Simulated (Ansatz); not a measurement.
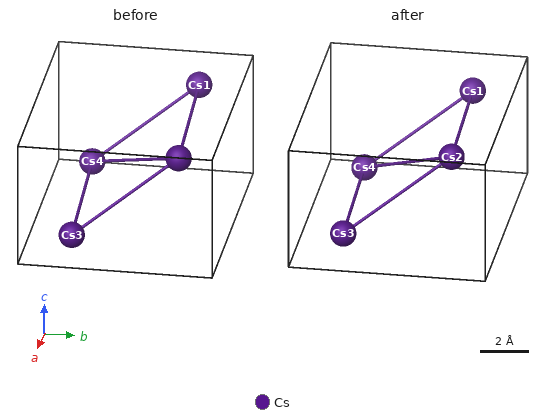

The structure of solid Cs (set up in Pnma) before (left) and after (right) a relaxation, at one scale.

The picture is a ball-and-stick view of the cell of the calculation, seen from a free direction.

All numbers below come from DFT PBE, scalar-relativistic, plane waves, PAW in Ansatz.

Input
```yaml
crystal:
  lattice:
    - [10.367185, 0.0, 0.0]
    - [0.0, 8.237741, 0.0]
    - [0.0, 0.0, 5.443964]
  atoms:
    - { symbol: Cs, position: [0.131887, 0.75, 0.839231] }
    - { symbol: Cs, position: [0.631887, 0.75, 0.660769] }
    - { symbol: Cs, position: [0.868113, 0.25, 0.160769] }
    - { symbol: Cs, position: [0.368113, 0.25, 0.339231] }
basis:
  ecutwfc: 420
kpoints:
  mp_grid: { grid: [4, 6, 8] }
hamiltonian:
  xc: pbe
scf:
  occupations: { method: gaussian, width: 0.1 }
output:
  forces: true
  stress: true
  eigenvalues: true
relax:
  adjacent_minimum: "off"
  f_tol: 0.005
  max_steps: 80
  cell: { stress_tol: 0.05 }
```

**What changed between the two?**

The run was cut off at its time limit before the relaxation converged, so the last structure is only a point on the way. The largest moves relative to the cell, 0.20 Å, are those of Cs1, Cs2, Cs3 and Cs4. Cs2 goes along +c. The volume changes by +3.1 %, with a 10.367 → 10.673 Å (+2.9 %), b 8.238 → 8.334 Å (+1.2 %), c 5.444 → 5.387 Å (−1.1 %). Among the contacts that change: Cs1–Cs3 5.245 → 5.456 Å, Cs1–Cs2 5.274 → 5.366 Å, Cs1–Cs4 5.511 → 5.571 Å, Cs1–Cs1 5.444 → 5.387 Å. The space group stays Pnma (No. 62). Over 2 geometry steps the energy falls by 10.2 meV per cell of the calculation. Largest force component: 0.011 eV/Å at the start, 0.0084 eV/Å at the end. The pressure goes from 0.03 to −0.03 GPa.
